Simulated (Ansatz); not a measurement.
Geometry relaxation, with input and output: Si$_{16}$O$_{31}$ (charge +1) (part 1 of 5)

Si$_{16}$O$_{31}$ (defect cell, 47 atoms in the cell, total charge +1), computed with DFT, PBE, plane-wave PAW, default files, scalar-relativistic, spin-polarised (Ansatz 0.2.0).

The structure derives from an entry of the Crystallography Open Database. It belongs to a series of runs on one base structure; here: O vacancy, charge +1, ions relaxed.

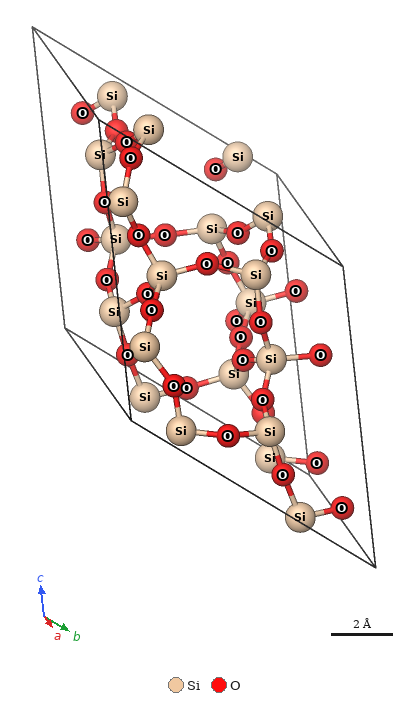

Figure 1. The input geometry (ball-and-stick view of the reduced cell, seen slightly off an axis). Near neighbours in the crystal (not all of them lie inside the picture): Si has 4 O at 1.55 to 1.70 Å; Si has 3 O at 1.55 to 1.70 Å; O has 2 Si at 1.55 to 1.70 Å.

### The input
```yaml
crystal:
  lattice:
    - [0.0, 7.22, 7.3]
    - [7.09, 0.0, 7.3]
    - [7.09, 7.22, 0.0]
  atoms:
    - { symbol: Si, position: [0.233, 0.235, 0.24] }
    - { symbol: Si, position: [0.733, 0.735, 0.74] }
    - { symbol: Si, position: [0.735, 0.233, 0.792] }
    - { symbol: Si, position: [0.235, 0.733, 0.292], spin: 0.5 }
    - { symbol: Si, position: [0.24, 0.792, 0.733] }
    - { symbol: Si, position: [0.74, 0.292, 0.233] }
    - { symbol: Si, position: [0.792, 0.74, 0.235] }
    - { symbol: Si, position: [0.292, 0.24, 0.735] }
    - { symbol: Si, position: [0.3735, 0.3605, 0.3675] }
    - { symbol: Si, position: [0.8735, 0.8605, 0.8675] }
    - { symbol: Si, position: [0.8605, 0.3735, 0.3985] }
    - { symbol: Si, position: [0.3605, 0.8735, 0.8985] }
    - { symbol: Si, position: [0.3675, 0.3985, 0.8735] }
    - { symbol: Si, position: [0.8675, 0.8985, 0.3735] }
    - { symbol: Si, position: [0.3985, 0.8675, 0.3605], spin: 0.5 }
    - { symbol: Si, position: [0.8985, 0.3675, 0.8605] }
    - { symbol: O, position: [0.311, 0.287, 0.314] }
    - { symbol: O, position: [0.811, 0.787, 0.814] }
    - { symbol: O, position: [0.787, 0.311, 0.588] }
    - { symbol: O, position: [0.287, 0.811, 0.088] }
    - { symbol: O, position: [0.314, 0.588, 0.811] }
    - { symbol: O, position: [0.814, 0.088, 0.311] }
    - { symbol: O, position: [0.588, 0.814, 0.287] }
    - { symbol: O, position: [0.088, 0.314, 0.787] }
    - { symbol: O, position: [0.3555, 0.3335, 0.7595] }
    - { symbol: O, position: [0.8555, 0.8335, 0.2595] }
    - { symbol: O, position: [0.3335, 0.8555, 0.5515] }
    - { symbol: O, position: [0.8335, 0.3555, 0.0515] }
    - { symbol: O, position: [0.2595, 0.5515, 0.3555] }
    - { symbol: O, position: [0.7595, 0.0515, 0.8555] }
    - { symbol: O, position: [0.0515, 0.2595, 0.3335] }
    - { symbol: O, position: [0.5515, 0.7595, 0.8335] }
    - { symbol: O, position: [0.8385, 0.2575, 0.8465] }
    - { symbol: O, position: [0.2575, 0.3385, 0.0575] }
    - { symbol: O, position: [0.7575, 0.8385, 0.5575] }
    - { symbol: O, position: [0.8465, 0.5575, 0.3385] }
    - { symbol: O, position: [0.3465, 0.0575, 0.8385] }
    - { symbol: O, position: [0.5575, 0.3465, 0.2575] }
    - { symbol: O, position: [0.0575, 0.8465, 0.7575] }
    - { symbol: O, position: [0.7595, 0.3695, 0.3205] }
    - { symbol: O, position: [0.2595, 0.8695, 0.8205] }
    - { symbol: O, position: [0.3695, 0.2595, 0.5505] }
    - { symbol: O, position: [0.8695, 0.7595, 0.0505] }
    - { symbol: O, position: [0.3205, 0.0505, 0.2595] }
    - { symbol: O, position: [0.8205, 0.5505, 0.7595] }
    - { symbol: O, position: [0.5505, 0.3205, 0.8695] }
    - { symbol: O, position: [0.0505, 0.8205, 0.3695] }
magnetization:
  spin_polarized: true
total_charge: 1
kpoints:
  mp_grid: { grid: [2, 2, 2] }
scf:
  occupations: { method: fermi_dirac, width: 0.01 }
hamiltonian:
  xc: pbe
  pseudopotentials: { kind: paw }
output:
  forces: true
  stress: true
  populations: true
  efg: { quadrupole_moments_barn: { O: -0.02558 }, contact_densities: true }
relax:
  f_tol: 0.03
  max_steps: 40
```

Run as:
```bash
ansatz run input.yaml --threads 4 --pin off --max-ram 8192MiB --backend cpu --events-out ev --progress --plain --runs-dir out
```

### Output
```
Warning: output.stress: scf.convergence.dr2_threshold = 1e-7 eV (the SCF's general default) is looser than the 4.7e-9 eV advised for a printed stress (1e-10 eV for each atom of the cell: 47). What an SCF threshold leaves in a stress goes as its square root, and in the free energy as the threshold itself, and one threshold admits the most on a small cell: of the crystals measured, under no hybrid functional and no lock of the moments, on runs that ended without the residual-converged pass, on stresses that held no estimate of that error, the worst erred by over 100 MPa in a component at 1e-7 eV an atom and by under 5 at 1e-10. Every solve of this run answers to scf.convergence.dr2_threshold, and the tensor of one is reported: a single SCF on the reported geometry and on this run's grids (its basis.xc_grid and basis.ecutrho_ratio typed), with scf.convergence.dr2_threshold at 4.7e-9 eV or tighter, prints it and tightens no other solve. Else set scf.convergence.dr2_threshold to 4.7e-9 eV or tighter. The threshold is an SCF's pass mark: one that does not reach it within its budget of iterations ends unconverged, or closes short of it on a stop that the run arms, and scf.convergence.dr2_threshold's page says what that costs each kind of run
Engine: ansatz 0.2.0, x86_64-unknown-linux-gnu
Pseudopotentials: kind: paw
Pseudopotential: Si, paw, valence charge 4, recommended cutoff 420 eV (normal), Si.paw.azcp
Pseudopotential: O, paw, valence charge 6, recommended cutoff 420 eV (normal), O.paw.azcp
Functional definition: PBE
  parameter kappa = 0.804
  parameter beta = 0.06672455060314922
  exchange = pbe_x(kappa = kappa, mu = beta*pi^2/3)
  correlation = pbe_c(beta = beta)
Crystal: 47 atoms, lattice volume = 747.371 Å³
Basis set: ecut = 420 eV, 14611 PW (Γ), exchange–correlation on 144×144×144 points (8 copies of the dense FFT grid, shifted against one another)
Bands: 172, of which v1, the nominal top of the filled ones, is band 125 counted from 1 (124 counted from 0)
Symmetry: 1 space group operations
Space group: P1 (ITA 1), of the structure as read, at distance tolerance 9.1e-5 Å
Magnetic group: BNS 1.1 (UNI 1), of the structure as read, at distance tolerance 9.1e-5 Å
k-points: 8
Non-local potential: Si, projectors of the file, l = 0: 2, l = 1: 2, l = 2: 2
Non-local potential: O, projectors of the file, l = 0: 2, l = 1: 2, l = 2: 1
PAW form: soft (Blöchl's): semilocal exchange-correlation on the pseudo side does not see the compensation charge
PAW one-centre angular grid: Si, 110 points (default); XC on 64 Gauss nodes
PAW one-centre angular grid: O, 110 points (default); XC on 64 Gauss nodes
Initial density: superposition of atomic densities (chi_scale 0.1, normalization cell, long waves kept (reshape's long-wave potential 0.18 eV rms))
Starting moments: Σ|m| = 1 μB on 2 of 47 sites
Initial wavefunctions: pseudopotential atomic-orbital guess
Functional: x = pbe(κ = 0.804, μ = 0.2195149727645171), c = pbe(β = 0.06672455060314922)
SCF iter   1: F=—  HF=-27847.538699 eV  |F-HF|=—  |Δ(HF+E_count)|=         —  Δρ=6.38e-2 (↑6.38e-2 ↓6.36e-2)  dr2=1.13e2  dr2_m=8.75e-2  M=1.000 μB ∫|m|=1.024 μB  β_m=0.30  ethr=3.10e-3  ⟨swp⟩=6.0  Hψ=12041  notcnv=0  defer=315
preconditioner: auto → Resta (q_TF=auto, 2.272 Å⁻¹)  ε∞=2.4  [insulator: Δε(μ)=0.268 eV  Ē_g=17.923 eV  σ=0.010 eV  W_gap=1.00  n_scr=160 (ndim 8)  ℏωp=21.4 eV  f_vac=0.166  D(μ)=0.00/eV (n_scr^D=0)  ε∞_Penn≈2.4]
spin=Collinear: Resta preconditioning applied to the charge; magnetization (m = ρ↑ − ρ↓) channel mixes plain (no charge-response kernel on spin).
SCF iter   2: F=—  HF=-27818.702015 eV  |F-HF|=—  |Δ(HF+E_count)|=    2.88e1  Δρ=2.70e-2 (↑2.70e-2 ↓2.68e-2)  dr2=2.17e1  dr2_m=4.79e-2  M=1.000 μB ∫|m|=1.021 μB  β_m=0.30  ethr=3.10e-3  ⟨swp⟩=3.0  Hψ=5390  notcnv=0  defer=646
SCF iter   3: F=—  HF=-27813.690993 eV  |F-HF|=—  |Δ(HF+E_count)|=    5.01e0  Δρ=1.49e-2 (↑1.44e-2 ↓1.49e-2)  dr2=2.95e0  dr2_m=2.64e-2  M=1.000 μB ∫|m|=1.053 μB  β_m=0.30  ethr=3.10e-3  ⟨swp⟩=3.2  Hψ=4746  notcnv=0  defer=646
SCF iter   4: F=—  HF=-27813.468863 eV  |F-HF|=—  |Δ(HF+E_count)|=   2.22e-1  Δρ=2.82e-3 (↑2.82e-3 ↓2.02e-3)  dr2=1.51e-1  dr2_m=1.44e-2  M=0.995 μB ∫|m|=1.014 μB  β_m=0.30  ethr=1.18e-3  ⟨swp⟩=3.0  Hψ=4950  notcnv=0  defer=668
SCF iter   5: F=—  HF=-27813.497668 eV  |F-HF|=—  |Δ(HF+E_count)|=   2.88e-2  Δρ=1.80e-3 (↑1.80e-3 ↓1.48e-3)  dr2=3.69e-2  dr2_m=8.34e-3  M=0.995 μB ∫|m|=1.011 μB  β_m=0.30  ethr=6.06e-5  ⟨swp⟩=2.5  Hψ=3472  notcnv=0  defer=668
SCF iter   6: F=—  HF=-27813.525361 eV  |F-HF|=—  |Δ(HF+E_count)|=   2.77e-2  Δρ=1.13e-3 (↑1.07e-3 ↓1.13e-3)  dr2=1.07e-2  dr2_m=5.42e-3  M=1.000 μB ∫|m|=1.018 μB  β_m=0.30  ethr=1.48e-5  ⟨swp⟩=3.2  Hψ=3568  notcnv=0  defer=668
SCF iter   7: F=—  HF=-27813.538305 eV  |F-HF|=—  |Δ(HF+E_count)|=   1.29e-2  Δρ=7.19e-4 (↑7.08e-4 ↓7.19e-4)  dr2=1.44e-3  dr2_m=3.15e-3  M=1.000 μB ∫|m|=1.020 μB  β_m=0.30  ethr=4.31e-6  ⟨swp⟩=3.0  Hψ=4127  notcnv=0  defer=668
Mixer restart at iter 7: flushing history
spin-set hold released at iteration 7 (site moments contracting): the magnetisation degrees of freedom join the quasi-Newton model from the next iteration; the mixer history was flushed
SCF iter   8: F=—  HF=-27813.542219 eV  |F-HF|=—  |Δ(HF+E_count)|=   3.91e-3  Δρ=5.63e-4 (↑5.39e-4 ↓5.63e-4)  dr2=9.90e-4  dr2_m=1.90e-3  M=1.000 μB ∫|m|=1.023 μB  β_m=0.64  ethr=5.79e-7  ⟨swp⟩=2.8  Hψ=4397  notcnv=0  defer=668
SCF iter   9: F=—  HF=-27813.547889 eV  |F-HF|=—  |Δ(HF+E_count)|=   5.67e-3  Δρ=8.48e-5 (↑8.48e-5 ↓8.20e-5)  dr2=1.30e-4  dr2_m=9.27e-6  M=1.000 μB ∫|m|=1.040 μB  β_m=0.63  ethr=3.98e-7  ⟨swp⟩=3.8  Hψ=5810  notcnv=0  defer=668
SCF iter  10: F=—  HF=-27813.547871 eV  |F-HF|=—  |Δ(HF+E_count)|=   1.86e-5  Δρ=3.29e-5 (↑3.29e-5 ↓3.12e-5)  dr2=2.00e-5  dr2_m=2.79e-6  M=1.000 μB ∫|m|=1.041 μB  β_m=0.67  ethr=9.04e-9  ⟨swp⟩=3.0  Hψ=9497  notcnv=0
SCF iter  11: F=—  HF=-27813.547872 eV  |F-HF|=—  |Δ(HF+E_count)|=   1.47e-6  Δρ=1.35e-5 (↑1.35e-5 ↓1.10e-5)  dr2=4.15e-6  dr2_m=3.89e-7  M=1.000 μB ∫|m|=1.041 μB  β_m=0.70  ethr=8.03e-9  ⟨swp⟩=4.0  Hψ=7471  notcnv=0
SCF iter  12: F=-27813.547872 eV  HF=-27813.547872 eV  |F-HF|=3.19e-7  |Δ(HF+E_count)|=   3.05e-7  Δρ=6.33e-6 (↑4.88e-6 ↓6.33e-6)  dr2=8.13e-7  dr2_m=3.07e-8  M=1.000 μB ∫|m|=1.041 μB  ethr=1.66e-9  ⟨swp⟩=3.2  Hψ=6225  notcnv=0
SCF 1 converged in 12 iterations: F = -27813.547872 eV  dr2 = 8.13e-7
  greatest PAW one-centre occupation: 0.867 electrons in one spin orbital (limit 2), on the O atom at site 26 (counted from 0), in its partial waves of l = 0
relax step   1: F+E_penalty+E_count = -27813.54787217 eV  Δ(F+E_penalty+E_count) = +0.000e0 eV  max|allowed force component| = 3.627e0 eV/Å  Δτ_max = 0.0000 Å  (12 SCF iters, dr2 threshold 2.25e-5 eV, accepted)
Initial density: handed on by an earlier stage of this run
Starting moments: Σ|m| = 1 μB on 2 of 47 sites; this step starts from the density that it was given
Initial wavefunctions: those handed on with the density
iter 1 solved again at ethr=1.34e-4 eV; its pass at ethr=3.10e-3 eV (dr2=3.34e-1 eV) is discarded
SCF iter   1: F=—  HF=-27815.194298 eV  |F-HF|=—  |Δ(HF+E_count)|=         —  Δρ=3.86e-3 (↑3.86e-3 ↓3.86e-3)  dr2=3.41e-1  dr2_m=7.57e-4  M=1.000 μB ∫|m|=1.041 μB  β_m=0.30  ethr=1.34e-4  ⟨swp⟩=1.9  Hψ=9504  notcnv=0  defer=664
preconditioner: auto → Resta (q_TF=auto, 2.272 Å⁻¹)  ε∞=2.7  [insulator: Δε(μ)=0.483 eV  Ē_g=16.247 eV  σ=0.010 eV  W_gap=1.00  n_scr=160 (ndim 8)  ℏωp=21.4 eV  f_vac=0.276  D(μ)=0.00/eV (n_scr^D=0)  ε∞_Penn≈2.7]
spin=Collinear: Resta preconditioning applied to the charge; magnetization (m = ρ↑ − ρ↓) channel mixes plain (no charge-response kernel on spin).
SCF iter   2: F=—  HF=-27815.125450 eV  |F-HF|=—  |Δ(HF+E_count)|=   6.88e-2  Δρ=2.58e-3 (↑2.58e-3 ↓2.57e-3)  dr2=1.51e-1  dr2_m=4.22e-4  M=1.000 μB ∫|m|=1.040 μB  β_m=0.58  ethr=1.34e-4  ⟨swp⟩=2.0  Hψ=2161  notcnv=0  defer=664
SCF iter   3: F=—  HF=-27815.082468 eV  |F-HF|=—  |Δ(HF+E_count)|=   4.30e-2  Δρ=6.95e-4 (↑6.57e-4 ↓6.95e-4)  dr2=8.56e-3  dr2_m=5.33e-5  M=1.000 μB ∫|m|=1.039 μB  β_m=0.53  ethr=6.06e-5  ⟨swp⟩=2.8  Hψ=4423  notcnv=0  defer=664
SCF iter   4: F=—  HF=-27815.081124 eV  |F-HF|=—  |Δ(HF+E_count)|=   1.34e-3  Δρ=2.08e-4 (↑2.07e-4 ↓2.08e-4)  dr2=8.04e-4  dr2_m=1.27e-5  M=1.000 μB ∫|m|=1.038 μB  β_m=0.72  ethr=3.44e-6  ⟨swp⟩=2.0  Hψ=4138  notcnv=0  defer=664
SCF iter   5: F=—  HF=-27815.081293 eV  |F-HF|=—  |Δ(HF+E_count)|=   1.69e-4  Δρ=6.62e-5 (↑5.66e-5 ↓6.62e-5)  dr2=1.05e-4  dr2_m=1.04e-6  M=1.000 μB ∫|m|=1.038 μB  β_m=0.69  ethr=3.23e-7  ⟨swp⟩=2.1  Hψ=3567  notcnv=0  defer=664
SCF iter   6: F=-27815.081289 eV  HF=-27815.081293 eV  |F-HF|=4.74e-6  |Δ(HF+E_count)|=   2.46e-8  Δρ=2.67e-5 (↑2.67e-5 ↓2.49e-5)  dr2=2.03e-5  dr2_m=1.30e-7  M=1.000 μB ∫|m|=1.038 μB  ethr=4.02e-8  ⟨swp⟩=2.0  Hψ=8298  notcnv=0
SCF 2 converged in 6 iterations: F = -27815.081289 eV  dr2 = 2.03e-5
[... from here on the iterations of each SCF are left out, up to the last one ...]
relax step   2: F+E_penalty+E_count = -27815.08128858 eV  Δ(F+E_penalty+E_count) = -1.533e0 eV  max|allowed force component| = 2.287e0 eV/Å  Δτ_max = 0.0502 Å  (6 SCF iters, dr2 threshold 1.00e-4 eV, accepted)
[... from here on the SCF iterations and repeated set-up lines of each step are left out, up to the last step ...]
SCF 3 converged in 7 iterations: F = -27816.257927 eV  dr2 = 1.21e-5
relax step   3: F+E_penalty+E_count = -27816.25792708 eV  Δ(F+E_penalty+E_count) = -1.177e0 eV  max|allowed force component| = 1.145e0 eV/Å  Δτ_max = 0.2000 Å  (7 SCF iters, dr2 threshold 1.00e-4 eV, accepted)
SCF 4 converged in 7 iterations: F = -27816.454169 eV  dr2 = 2.90e-6
relax step   4: F+E_penalty+E_count = -27816.45416869 eV  Δ(F+E_penalty+E_count) = -1.962e-1 eV  max|allowed force component| = 4.095e-1 eV/Å  Δτ_max = 0.2000 Å  (7 SCF iters, dr2 threshold 1.00e-4 eV, accepted)
SCF 5 converged in 7 iterations: F = -27816.546184 eV  dr2 = 1.78e-6
relax step   5: F+E_penalty+E_count = -27816.54618357 eV  Δ(F+E_penalty+E_count) = -9.201e-2 eV  max|allowed force component| = 9.852e-2 eV/Å  Δτ_max = 0.2000 Å  (7 SCF iters, dr2 threshold 2.14e-5 eV, accepted)
SCF 6 converged in 10 iterations: F = -27816.577950 eV  dr2 = 3.61e-9
relax step   6: F+E_penalty+E_count = -27816.57794968 eV  Δ(F+E_penalty+E_count) = -3.177e-2 eV  max|allowed force component| = 1.864e-1 eV/Å  Δτ_max = 0.2000 Å  (10 SCF iters, accepted)
SCF 7 converged in 7 iterations: F = -27816.588849 eV  dr2 = 5.93e-7
relax step   7: F+E_penalty+E_count = -27816.58884905 eV  Δ(F+E_penalty+E_count) = -1.090e-2 eV  max|allowed force component| = 9.039e-2 eV/Å  Δτ_max = 0.0532 Å  (7 SCF iters, dr2 threshold 2.17e-6 eV, accepted)
SCF 8 converged in 8 iterations: F = -27816.611867 eV  dr2 = 3.90e-7
relax step   8: F+E_penalty+E_count = -27816.61186709 eV  Δ(F+E_penalty+E_count) = -2.302e-2 eV  max|allowed force component| = 5.664e-2 eV/Å  Δτ_max = 0.1581 Å  (8 SCF iters, dr2 threshold 1.92e-6 eV, accepted)
SCF 9 converged in 9 iterations: F = -27816.609260 eV  dr2 = 2.99e-8
relax step   9: F+E_penalty+E_count = -27816.60926028 eV  Δ(F+E_penalty+E_count) = +2.607e-3 eV  max|allowed force component| = 1.534e-1 eV/Å  Δτ_max = 0.1955 Å  (9 SCF iters, rejected (line search))
SCF 10 converged in 9 iterations: F = -27816.618540 eV  dr2 = 5.22e-8
relax step  10: F+E_penalty+E_count = -27816.61854010 eV  Δ(F+E_penalty+E_count) = -6.673e-3 eV  max|allowed force component| = 7.124e-2 eV/Å  Δτ_max = 0.0804 Å  (9 SCF iters, accepted)
SCF 11 converged in 7 iterations: F = -27816.621004 eV  dr2 = 1.28e-6
relax step  11: F+E_penalty+E_count = -27816.62100444 eV  Δ(F+E_penalty+E_count) = -2.464e-3 eV  max|allowed force component| = 4.058e-2 eV/Å  Δτ_max = 0.0954 Å  (7 SCF iters, dr2 threshold 1.99e-6 eV, accepted)
SCF iter   1: F=—  HF=-27816.622217 eV  |F-HF|=—  |Δ(HF+E_count)|=         —  Δρ=2.80e-4 (↑2.76e-4 ↓2.80e-4)  dr2=1.50e-3  dr2_m=1.99e-5  M=1.000 μB ∫|m|=1.033 μB  β_m=0.30  ethr=5.27e-6  ⟨swp⟩=3.4  Hψ=5514  notcnv=0  defer=657
preconditioner: auto → Resta (q_TF=auto, 2.272 Å⁻¹)  ε∞=2.8  [insulator: Δε(μ)=1.143 eV  Ē_g=16.167 eV  σ=0.010 eV  W_gap=1.00  n_scr=160 (ndim 8)  ℏωp=21.4 eV  f_vac=0.267  D(μ)=0.00/eV (n_scr^D=0)  ε∞_Penn≈2.8]
spin=Collinear: Resta preconditioning applied to the charge; magnetization (m = ρ↑ − ρ↓) channel mixes plain (no charge-response kernel on spin).
SCF iter   2: F=—  HF=-27816.622024 eV  |F-HF|=—  |Δ(HF+E_count)|=   1.93e-4  Δρ=1.98e-4 (↑1.96e-4 ↓1.98e-4)  dr2=7.28e-4  dr2_m=1.07e-5  M=1.000 μB ∫|m|=1.033 μB  β_m=0.64  ethr=6.02e-7  ⟨swp⟩=1.0  Hψ=3168  notcnv=0  defer=657
SCF iter   3: F=—  HF=-27816.621906 eV  |F-HF|=—  |Δ(HF+E_count)|=   1.17e-4  Δρ=4.55e-5 (↑4.33e-5 ↓4.55e-5)  dr2=3.53e-5  dr2_m=3.14e-7  M=1.000 μB ∫|m|=1.033 μB  β_m=0.58  ethr=2.92e-7  ⟨swp⟩=2.2  Hψ=3738  notcnv=0  defer=657
SCF iter   4: F=—  HF=-27816.621821 eV  |F-HF|=—  |Δ(HF+E_count)|=   8.54e-5  Δρ=1.59e-5 (↑1.56e-5 ↓1.59e-5)  dr2=4.54e-6  dr2_m=9.78e-8  M=1.000 μB ∫|m|=1.033 μB  β_m=0.76  ethr=1.42e-8  ⟨swp⟩=2.0  Hψ=4086  notcnv=0  defer=657
SCF iter   5: F=—  HF=-27816.621822 eV  |F-HF|=—  |Δ(HF+E_count)|=   1.20e-6  Δρ=5.29e-6 (↑5.23e-6 ↓5.29e-6)  dr2=6.52e-7  dr2_m=4.72e-9  M=1.000 μB ∫|m|=1.033 μB  β_m=0.71  ethr=1.82e-9  ⟨swp⟩=2.2  Hψ=3757  notcnv=0  defer=657
SCF iter   6: F=—  HF=-27816.621822 eV  |F-HF|=—  |Δ(HF+E_count)|=   6.79e-9  Δρ=2.21e-6 (↑2.21e-6 ↓2.18e-6)  dr2=1.11e-7  dr2_m=5.28e-10  M=1.000 μB ∫|m|=1.033 μB  β_m=0.71  ethr=4.02e-11  ⟨swp⟩=4.1  Hψ=8296  notcnv=0
SCF iter   7: F=-27816.621822 eV  HF=-27816.621822 eV  |F-HF|=4.29e-9  |Δ(HF+E_count)|=   5.60e-9  Δρ=7.44e-7 (↑7.44e-7 ↓7.32e-7)  dr2=1.60e-8  dr2_m=9.73e-11  M=1.000 μB ∫|m|=1.033 μB  ethr=4.02e-11  ⟨swp⟩=4.0  Hψ=7834  notcnv=0
SCF 12 converged in 7 iterations: F = -27816.621822 eV  dr2 = 1.60e-8
relax step  12: F+E_penalty+E_count = -27816.62182220 eV  Δ(F+E_penalty+E_count) = -8.178e-4 eV  max|allowed force component| = 2.807e-2 eV/Å  Δτ_max = 0.0082 Å  (7 SCF iters, accepted)
```

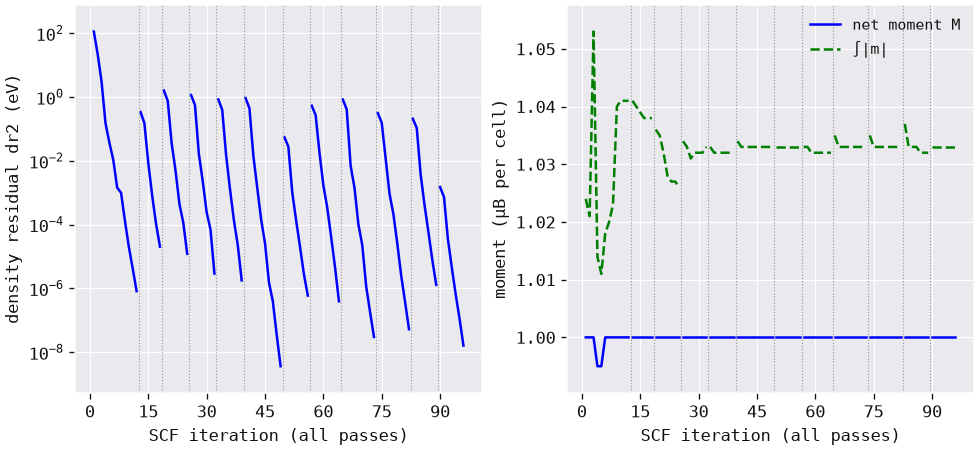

Figure 2. Convergence of the self-consistent field: density residual dr2 and magnetic moment against the SCF iteration. The dotted lines part the SCF passes of the relaxation: geometry steps, rejected trials and re-solves on a re-selected basis. The 12 passes take 6 to 12 iterations each, 96 in all. The net moment stays at 1.0 μB per cell.
